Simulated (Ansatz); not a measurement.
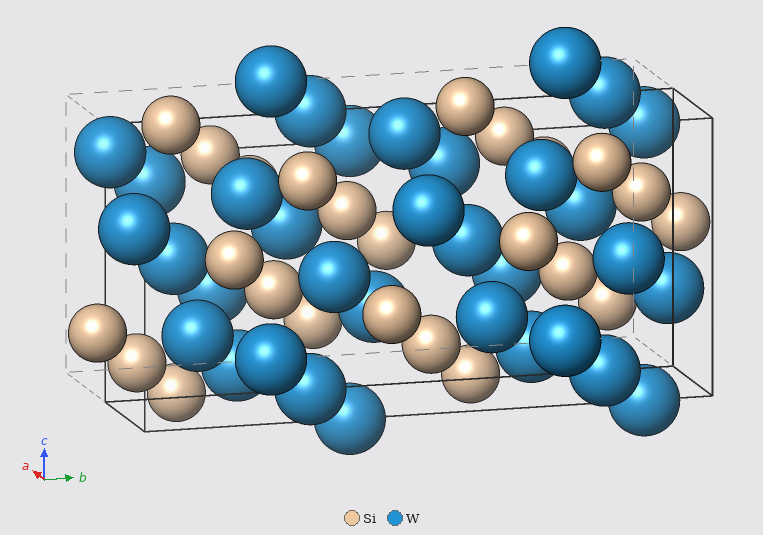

Shown here is a spheres-only view of the crystal, taken from a general direction. One conventional unit cell is drawn solid; the view covers 2×1×1 cells.

Si2W3, space group Pmc2_1 (No. 26), a = 3.27 Å, b = 13.66 Å, c = 6.58 Å, α = 90.00°, β = 90.00°, γ = 90.00°.

The numbers come from DFT PBEsol, scalar-relativistic, plane waves, PAW (Ansatz), using wavefunction cutoff 420 eV, k-points about 0.16 Å⁻¹ apart, Gaussian smearing of 0.15 eV, no spin polarisation.

### Classify it as metallic or gapped, with the value.

A metal: bands cross the Fermi level.

### Under what pressure is the structure?

The computed pressure is -5.9 GPa (stretched: it would shrink). The stress isn't hydrostatic: its largest component is 6.5 GPa.

The structure was taken from a structure listed in the Materials Project. The cell was then strained or its atoms displaced on purpose. A calculation with Ansatz used it as input.

At this level of theory the run's own cell isn't at rest (stretched, at -6 GPa and forces up to 2.1 eV/Å), so its distances can differ from those at equilibrium, the more so the softer the solid.
